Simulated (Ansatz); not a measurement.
**Geometry relaxation of Al24O35 (charge +1) (part 4 of 4)**

Continued. System: Al24O35 (defect cell, 59 atoms in the cell, total charge +1). Method: DFT PBE, scalar-relativistic, plane waves, PAW, spin-polarised (Ansatz 0.2.0); cutoff 420 eV, 2×2×2 k-mesh, Gaussian smearing of 0.01 eV, collinear spins. The structure derives from an entry of the Crystallography Open Database.

**Trajectory as extended XYZ (Å, eV, eV/Å), 3 of the 5 frames kept, from step=1 to step=5**
```
59
Lattice="0.0000 8.3289 0.0000 7.2131 -1.3882 -4.3745 -7.2131 -1.3882 -4.3745" Properties=species:S:1:pos:R:3:forces:R:3 step=1 energy=-32855.14798
Al    4.8105    5.5444   -4.1258    0.1617  -0.2804  -0.3801
Al    2.4021    1.3879   -4.1283   -0.2500   0.2549  -0.1274
Al   -4.8245    5.5357   -4.1310   -1.8703   0.4746   1.8992
Al   -0.0015   -0.0058   -8.4992   -0.0083   0.0339   0.0152
Al   -0.0005    5.5468   -4.1273    0.4684  -0.0656   0.0917
Al   -2.3991    1.4114   -4.1237    0.2280  -0.0335   0.3359
Al   -2.4026    6.9449   -2.4332    0.0729   0.3452   0.4015
Al    2.4024    1.3846   -6.8054   -0.3035  -0.3768   0.2322
Al    2.3887    6.9201   -2.4390   -1.7755   0.3365  -1.8386
Al   -0.0016    2.7782   -2.4342    0.0349  -0.0935   0.0173
Al   -0.0003    5.5543   -6.8057    0.4655  -0.0038  -0.1735
Al   -2.3990    1.3606   -6.8097    0.2430  -0.0326  -0.3739
Al   -2.4529    4.2378   -4.6624    1.6481  -2.3111   1.2389
Al   -4.7999    0.0024   -4.6180   -0.2511   0.5223   0.2362
Al    2.4069    4.1590   -4.6239   -0.1087  -0.2583  -0.1892
Al   -0.0068   -0.0014   -4.6211    0.1435   0.3612   0.1253
Al   -0.0028    5.5476   -0.2438   -0.5037  -0.1339   0.3195
Al    4.8131    0.0016   -4.6039    0.1484   0.2104  -0.2891
Al   -2.4000    4.1590   -1.9546    0.2026  -0.2278   0.5277
Al    2.4071   -1.3867   -6.3093   -0.0929   0.2188   0.1442
Al    2.4134    4.1579   -1.9406   -0.2190  -0.7312  -0.2404
Al   -0.0030    0.0013   -1.9411   -0.3597   0.1453  -0.2588
Al   -0.0068    2.7737   -6.3126    0.0818  -0.2957  -0.0966
Al   -2.4356   -1.4683   -6.2341    1.2136   2.2495  -1.7194
O     1.4757    2.7743   -1.0921    0.1044   0.0257  -0.0053
O     1.4793    5.5507   -5.4668   -0.0814   0.0012   0.0228
O    -0.9320    1.3861   -5.4668   -0.1787  -0.0073   0.0079
O    -0.9275    6.9390   -1.0923    0.1285  -0.0196  -0.0115
O     3.8749    1.3861   -5.4666   -0.0803   0.0321  -0.0442
O    -3.1394    2.6665   -5.4680   -0.1409   0.6793   0.0309
O     1.6846   -0.1222   -1.0907    1.1598  -0.6948   0.0963
O     1.6649    2.6610   -5.4675    0.0205   0.0689  -0.0901
O    -0.7323   -1.5082   -5.4644   -0.6221  -0.3852   0.0282
O    -0.7322    4.0513   -1.0955    0.0577   0.1508  -0.1074
O     4.0752   -1.5026   -5.4653   -0.0044  -0.0555   0.0867
O    -0.7320    4.2803   -5.4687   -0.7572   0.4171   0.1060
O    -3.1396    0.1055   -5.4652   -0.0880  -0.6293   0.0412
O     4.0752    4.2750   -5.4678   -0.0101   0.0273  -0.0939
O     1.6649    0.1113   -5.4660   -0.0041  -0.0669   0.0669
O     1.6850    5.6713   -1.0940    1.1567   0.5441  -0.1225
O    -0.7322    1.4970   -1.0888    0.0513  -0.1243   0.0718
O    -1.4722    2.7661   -7.6541   -0.0640   0.1253   0.0632
O     3.3295   -0.0119   -3.2806    0.2234  -0.8681   1.1143
O    -3.8832    4.1725   -3.2787    0.2414   0.7303  -1.0479
O     0.9383   -1.3936   -7.6550    0.0036  -0.1367   0.0181
O     0.9383    4.1658   -3.2783    0.0189   0.1684   0.0123
O    -1.4722    0.0063   -3.2793   -0.0534  -0.1387  -0.0832
O    -1.6686    5.6520   -7.6513   -0.4807  -0.0633   0.7955
O     3.1423    2.8853   -3.2807    0.0512   0.0874   0.1145
O    -4.0655    7.0475   -3.2888    0.1822  -0.6663  -0.7696
O     0.7379    1.4993   -7.6568    0.0913   0.1169  -0.0940
O     0.7314    7.0517   -3.2790    0.0798  -0.1177   0.1148
O    -1.6670    2.9001   -3.2771   -0.1781   0.2313  -0.1123
O     3.1476    5.4420   -3.2698    0.1959   0.4853   0.7057
O     0.7377    1.2730   -3.2769    0.0447  -0.0820   0.0742
O     0.7319    4.0496   -7.6549    0.1207   0.0070  -0.1513
O    -1.6668   -0.1284   -7.6559   -0.1104  -0.1701   0.1240
O    -1.6684    5.4490   -3.2817   -0.5149   0.0417  -0.7455
O    -4.0708    1.2748   -3.2780    0.0671  -0.0228  -0.1148
59
Lattice="0.0000 8.3289 0.0000 7.2131 -1.3882 -4.3745 -7.2131 -1.3882 -4.3745" Properties=species:S:1:pos:R:3:forces:R:3 step=3 energy=-32856.22126
Al    4.8047    5.5540   -4.1204   -0.0123   0.0158   0.0214
Al    2.4024    1.3934   -4.1228    0.0166   0.0088   0.0142
Al   -4.8857    5.5410   -4.0594    0.0471  -0.0011  -0.0388
Al    0.0155   -0.0036   -8.5028    0.0074  -0.0149  -0.0056
Al   -0.0126    5.5420   -4.1381    0.0023   0.0030   0.0567
Al   -2.4008    1.3598   -4.1198   -0.0151   0.0501  -0.0066
Al   -2.4082    6.9341   -2.4375   -0.0139  -0.0143  -0.0215
Al    2.4024    1.3777   -6.8098    0.0162  -0.0092  -0.0141
Al    2.3272    6.9471   -2.4987    0.0477   0.0003   0.0389
Al    0.0155    2.7747   -2.4298    0.0072   0.0160   0.0057
Al   -0.0126    5.5579   -6.7945    0.0022  -0.0024  -0.0568
Al   -2.4009    1.4113   -6.8126   -0.0157  -0.0507   0.0058
Al   -2.3574    4.0869   -4.5463   -0.0645   0.0498  -0.0255
Al   -4.7954   -0.0106   -4.6269   -0.0213  -0.0230  -0.0322
Al    2.3955    4.1596   -4.6180    0.0147   0.0132   0.0153
Al   -0.0052    0.0016   -4.6224    0.0139  -0.0045  -0.0309
Al   -0.0098    5.5471   -0.2446    0.0158   0.0328  -0.0055
Al    4.8103   -0.0100   -4.6561   -0.0094   0.0116   0.0589
Al   -2.4028    4.1691   -1.9019   -0.0086  -0.0110  -0.0589
Al    2.3954   -1.3886   -6.3145    0.0157  -0.0137  -0.0158
Al    2.4175    4.1698   -1.9309   -0.0204   0.0231   0.0311
Al   -0.0098    0.0003   -1.9387    0.0164  -0.0323   0.0036
Al   -0.0052    2.7693   -6.3101    0.0142   0.0062   0.0305
Al   -2.3574   -1.3157   -6.3862   -0.0640  -0.0505   0.0255
O     1.4803    2.7737   -1.0917    0.0047  -0.0005  -0.0001
O     1.4695    5.5499   -5.4663   -0.0129   0.0010  -0.0002
O    -0.9347    1.3855   -5.4663   -0.0010  -0.0003   0.0008
O    -0.9276    6.9382   -1.0917   -0.0079  -0.0004  -0.0008
O     3.8713    1.3856   -5.4662   -0.0050  -0.0007  -0.0001
O    -3.1331    2.6706   -5.4567   -0.0174  -0.1089  -0.0292
O     1.7231   -0.1571   -1.0999   -0.0683   0.1445   0.0007
O     1.6674    2.6630   -5.4706    0.0168  -0.0268   0.0086
O    -0.7502   -1.5007   -5.4790    0.0762  -0.0311   0.0509
O    -0.7258    4.0546   -1.0981   -0.0006  -0.0053   0.0203
O     4.0679   -1.5100   -5.4742    0.0032   0.0060   0.0020
O    -0.7501    4.2717   -5.4535    0.0755   0.0316  -0.0508
O    -3.1331    0.1006   -5.4758   -0.0169   0.1079   0.0292
O     4.0679    4.2810   -5.4582    0.0037  -0.0052  -0.0029
O     1.6675    0.1081   -5.4620    0.0150   0.0267  -0.0073
O     1.7230    5.7045   -1.0837   -0.0676  -0.1443   0.0007
O    -0.7258    1.4929   -1.0856   -0.0003   0.0047  -0.0186
O    -1.4747    2.7811   -7.6518    0.0319  -0.0176  -0.0505
O     3.3410   -0.0190   -3.2553   -0.0266   0.0937  -0.1127
O    -3.8721    4.1781   -3.3028   -0.0265  -0.0923   0.1122
O     0.9375   -1.4048   -7.6600   -0.0055   0.0129   0.0046
O     0.9375    4.1758   -3.2725   -0.0050  -0.0133  -0.0044
O    -1.4746   -0.0100   -3.2806    0.0312   0.0177   0.0501
O    -1.6881    5.6677   -7.6302    0.0509  -0.0200  -0.0642
O     3.1432    2.9015   -3.2746   -0.0291  -0.0401  -0.0570
O    -4.0603    7.0176   -3.3178    0.0206   0.0950   0.0956
O     0.7420    1.5085   -7.6626   -0.0130  -0.0297  -0.0087
O     0.7035    7.0461   -3.2950   -0.0690   0.0472  -0.0277
O    -1.6677    2.8759   -3.2623    0.0475  -0.1400   0.0832
O     3.1527    5.4704   -3.2402    0.0204  -0.0941  -0.0953
O     0.7422    1.2627   -3.2700   -0.0157   0.0279   0.0097
O     0.7036    4.0539   -7.6377   -0.0702  -0.0479   0.0287
O    -1.6677   -0.1047   -7.6703    0.0468   0.1387  -0.0825
O    -1.6882    5.4323   -3.3023    0.0513   0.0195   0.0636
O    -4.0698    1.2577   -3.2833   -0.0298   0.0400   0.0568
59
Lattice="0.0000 8.3289 0.0000 7.2131 -1.3882 -4.3745 -7.2131 -1.3882 -4.3745" Properties=species:S:1:pos:R:3:forces:R:3 step=5 energy=-32856.22881
Al    4.8061    5.5546   -4.1216   -0.0037  -0.0012  -0.0062
Al    2.4012    1.3958   -4.1244    0.0012   0.0016   0.0026
Al   -4.8838    5.5407   -4.0581    0.0009  -0.0014  -0.0053
Al    0.0162   -0.0033   -8.5041   -0.0037   0.0008   0.0015
Al   -0.0111    5.5424   -4.1349    0.0048  -0.0019   0.0019
Al   -2.4029    1.3607   -4.1182    0.0068   0.0028   0.0038
Al   -2.4070    6.9335   -2.4364   -0.0038   0.0015   0.0064
Al    2.4012    1.3753   -6.8081    0.0008  -0.0021  -0.0027
Al    2.3292    6.9475   -2.4999    0.0011   0.0012   0.0051
Al    0.0162    2.7743   -2.4284   -0.0036  -0.0009  -0.0014
Al   -0.0111    5.5576   -6.7976    0.0048   0.0019  -0.0019
Al   -2.4028    1.4104   -6.8143    0.0066  -0.0028  -0.0042
Al   -2.3583    4.0857   -4.5477   -0.0015  -0.0098   0.0085
Al   -4.7982   -0.0091   -4.6266   -0.0020   0.0031  -0.0016
Al    2.3977    4.1602   -4.6190    0.0012  -0.0031   0.0018
Al   -0.0046    0.0029   -4.6243    0.0037   0.0061  -0.0014
Al   -0.0106    5.5472   -0.2439   -0.0017  -0.0038  -0.0005
Al    4.8107   -0.0068   -4.6535   -0.0026  -0.0001  -0.0037
Al   -2.4024    4.1660   -1.9045   -0.0024   0.0001   0.0037
Al    2.3977   -1.3891   -6.3134    0.0013   0.0029  -0.0021
Al    2.4148    4.1684   -1.9313   -0.0017  -0.0035   0.0013
Al   -0.0106    0.0002   -1.9396   -0.0015   0.0039   0.0003
Al   -0.0046    2.7682   -6.3082    0.0035  -0.0060   0.0011
Al   -2.3583   -1.3146   -6.3848   -0.0015   0.0096  -0.0081
O     1.4805    2.7737   -1.0917    0.0029   0.0000   0.0000
O     1.4694    5.5500   -5.4663   -0.0005   0.0001  -0.0001
O    -0.9359    1.3855   -5.4663    0.0021   0.0000   0.0001
O    -0.9267    6.9382   -1.0917   -0.0027  -0.0001  -0.0001
O     3.8710    1.3855   -5.4662    0.0006   0.0000   0.0000
O    -3.1350    2.6656   -5.4579   -0.0016   0.0017  -0.0032
O     1.7200   -0.1511   -1.0993   -0.0005   0.0070  -0.0009
O     1.6678    2.6618   -5.4703    0.0022   0.0017   0.0015
O    -0.7481   -1.5022   -5.4766   -0.0055  -0.0032   0.0031
O    -0.7252    4.0539   -1.0981   -0.0007  -0.0022   0.0003
O     4.0692   -1.5090   -5.4721    0.0015   0.0008   0.0026
O    -0.7481    4.2732   -5.4559   -0.0055   0.0031  -0.0032
O    -3.1350    0.1055   -5.4746   -0.0016  -0.0017   0.0032
O     4.0692    4.2801   -5.4604    0.0014  -0.0008  -0.0025
O     1.6678    0.1093   -5.4622    0.0018  -0.0016  -0.0011
O     1.7200    5.6984   -1.0842   -0.0006  -0.0066   0.0013
O    -0.7252    1.4935   -1.0855   -0.0006   0.0023   0.0000
O    -1.4740    2.7798   -7.6550    0.0011  -0.0008  -0.0066
O     3.3405   -0.0141   -3.2604    0.0002  -0.0005   0.0012
O    -3.8726    4.1732   -3.2975    0.0004   0.0010  -0.0016
O     0.9369   -1.4037   -7.6596    0.0012   0.0010   0.0002
O     0.9369    4.1747   -3.2729    0.0012  -0.0009  -0.0001
O    -1.4740   -0.0087   -3.2775    0.0009   0.0007   0.0066
O    -1.6849    5.6698   -7.6347    0.0010   0.0044   0.0078
O     3.1415    2.8996   -3.2782   -0.0046  -0.0022  -0.0051
O    -4.0607    7.0222   -3.3117    0.0005   0.0022   0.0014
O     0.7415    1.5060   -7.6618   -0.0029  -0.0046  -0.0034
O     0.7021    7.0497   -3.2952    0.0041   0.0038   0.0039
O    -1.6666    2.8685   -3.2587   -0.0004  -0.0090   0.0004
O     3.1524    5.4659   -3.2463    0.0007  -0.0021  -0.0015
O     0.7416    1.2650   -3.2707   -0.0033   0.0045   0.0036
O     0.7021    4.0503   -7.6374    0.0040  -0.0037  -0.0037
O    -1.6666   -0.0974   -7.6738   -0.0004   0.0090  -0.0004
O    -1.6849    5.4302   -3.2978    0.0011  -0.0047  -0.0080
O    -4.0716    1.2596   -3.2798   -0.0046   0.0022   0.0052
```

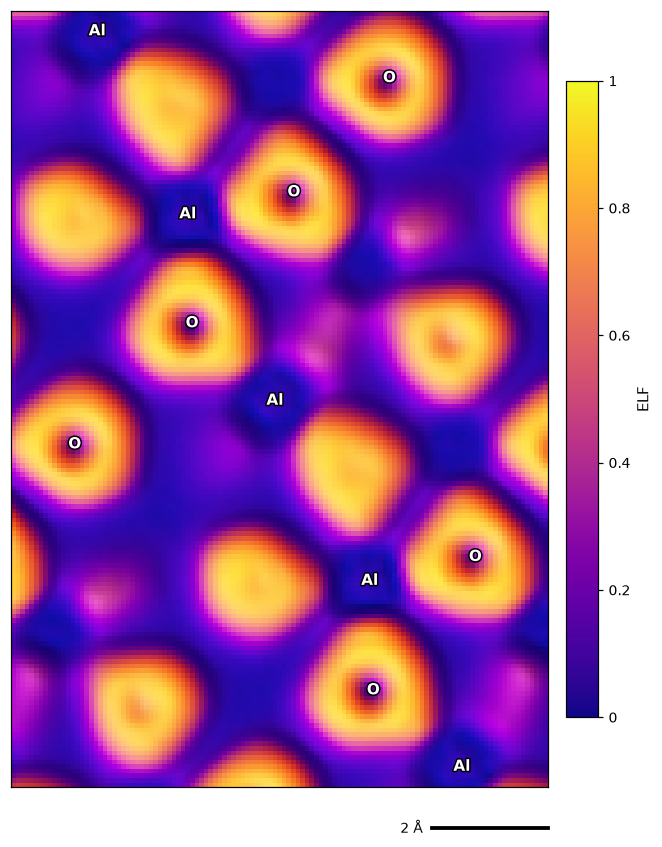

Figure 1. ELF on the (110) plane of the calculation cell. Atoms in the plane: Al and O. Al–O (1.87 Å): the ELF is about 0.85 at the midpoint. Al–O (1.87 Å): the ELF is about 0.85 at the midpoint. Al–O (1.96 Å): the ELF is about 0.75 at the midpoint. Al–O (2.01 Å): the ELF is about 0.75 at the midpoint. Al–O (2.01 Å): the ELF is about 0.75 at the midpoint. In a PAW calculation such maps are meaningful between the atoms, not at the nuclei.

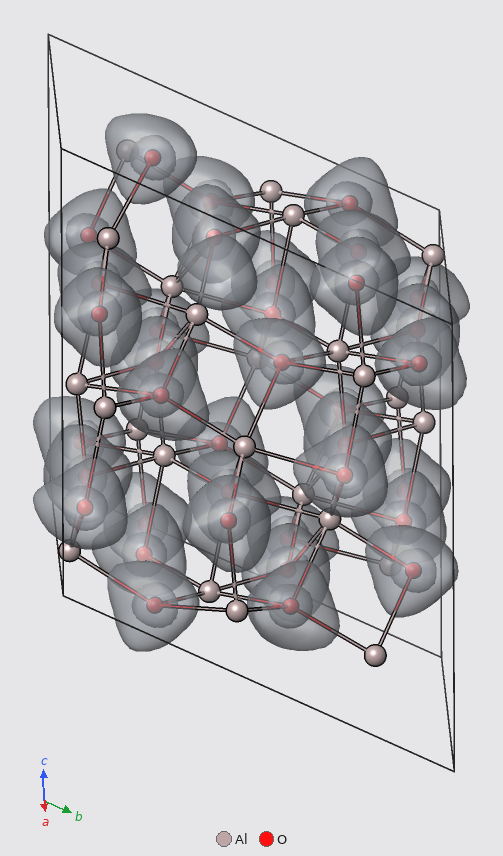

Figure 2. Isosurface of the ELF at 0.75 (grey), seen at an oblique angle. Only the valence region is drawn (cores and ρ < 0.01 e/Å³ removed). Sticks mark near contacts. The outline is the calculation cell. Values along the shortest contacts: Al–O (1.81 Å): the ELF is about 0.85 at the midpoint. Al–O (1.86 Å): the ELF is about 0.80 at the midpoint.

**Results in brief**

| quantity | value |
| --- | --- |
| outcome | converged |
| electrons treated | 281 |
| free energy | −32856.2288 eV |
| Fermi energy | 10.436 eV |
| gap on the k-point mesh | 1.48 eV |
| net moment of the cell | 1.00 μB |
| integrated absolute moment | 1.04 μB |
| final volume | 525.61 Å³ |
| largest force (length of the vector) at the end | 0.013 eV/Å |
| hardware | 8 threads of Oxide Virtual Turin-like (Zen 5), 32 GiB of memory available, shared host |
| wall time | 80 s (CPU time 9.3 min) |
| peak memory | 3.7 GiB |

The cell is charged and computed with a neutralising background, so its energy and pressure depend on the cell and aren't those of a real crystal.
